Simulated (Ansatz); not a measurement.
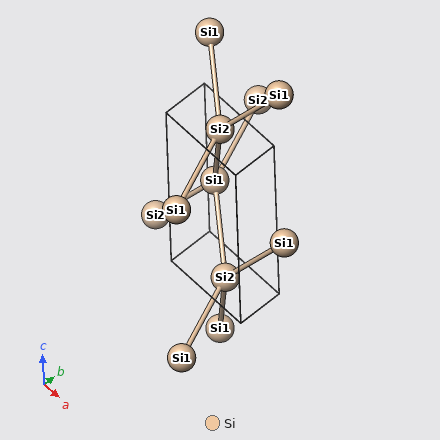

The system is Si (I4_1/amd, No. 141; 2 atoms in the cell); the picture shows the reference structure. The cell is strained homogeneously, by one strain along x and y and another along z, with fractional coordinates fixed (x along [1 0 0], z along [0 0 1] of the conventional cell). Coordinates scanned: (1) strain along x and y; (2) strain along z. The scan uses a 5 × 5 grid. Points are written as (first, second). All energies are given in meV/atom relative to the lowest grid point. The reference cell is the one listed in the database, not relaxed at this level. These are results of Ansatz 0.2.0, DFT r2SCAN, scalar-relativistic, plane waves, PAW, not measurements. Settings: cutoff 500 eV, k-mesh 20×20×20, gaussian smearing 0.15 eV, no spin polarisation.

Its coordinates:

```
CELL_PARAMETERS angstrom
-2.37137 2.37137 1.32927
2.37137 -2.37137 1.32927
2.37137 2.37137 -1.32927
ATOMIC_POSITIONS crystal
Si 0.25000 0.75000 0.50000
Si 0.50000 0.50000 0.00000
```

Range: strain along x and y from −8 to 8 %; strain along z from −8 to 8 %.

### What will the energy surface look like?

The lowest grid point is at (0 %, 0 %). It is the only kind of minimum in the scanned range. The highest grid point, (−8 %, −8 %), lies 482 meV/atom above the lowest. Round the minimum the valley is somewhat tilted: raising strain along x and y shifts the best value of strain along z downwards (coupling k₁₂/√(k₁₁k₂₂) about 0.5).

```csv
"strain along z ↓, strain along x and y →",−8,−4,0,4,8
8,215,52,23,81,194
4,246,55,5,44,140
0,291,76,0,18,96
−4,366,121,19,13,75
−8,482,205,72,45,88
```

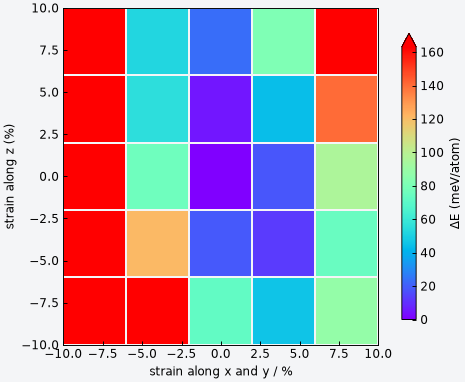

The picture shows one coloured cell a grid point, one colour for all values above the top of the scale.
